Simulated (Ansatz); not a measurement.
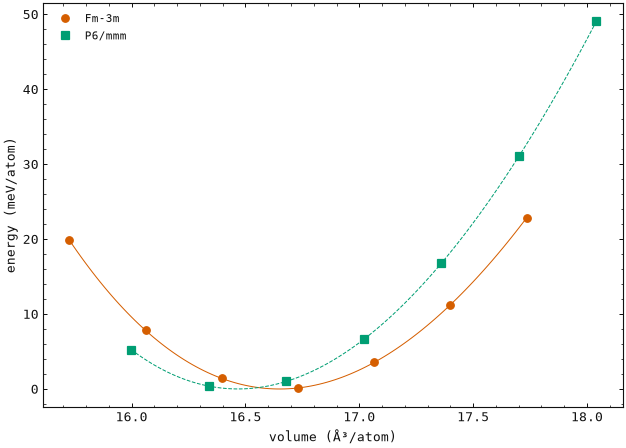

The plot gives the computed energy against volume, with one curve for each structure, for Ti. Each energy curve has its own zero, so the curves don't rank the structures.

How it was computed, with Ansatz 0.2.0: all-electron LAPW DFT, no spin polarisation; energies at scaled volumes of the given cell, shape and fractions fixed, counted from the fit's minimum, third-order Birch-Murnaghan fit. Level: PBEsol.

```tsv
setting	value
occupations	Fermi–Dirac
smearing width	0.05 eV
potentials	all electron LAPW, scalar relativistic
```

Settings that differ: Fm-3m: k mesh 11×11×11; P6/mmm: k mesh 7×7×9.

> Order the curves by fitted equilibrium volume, smallest first.

P6/mmm 16.467, Fm-3m 16.650 Å³/atom.

> Order the curves by fitted bulk modulus, smallest first.

Fm-3m 114.0, P6/mmm 120.4 GPa.
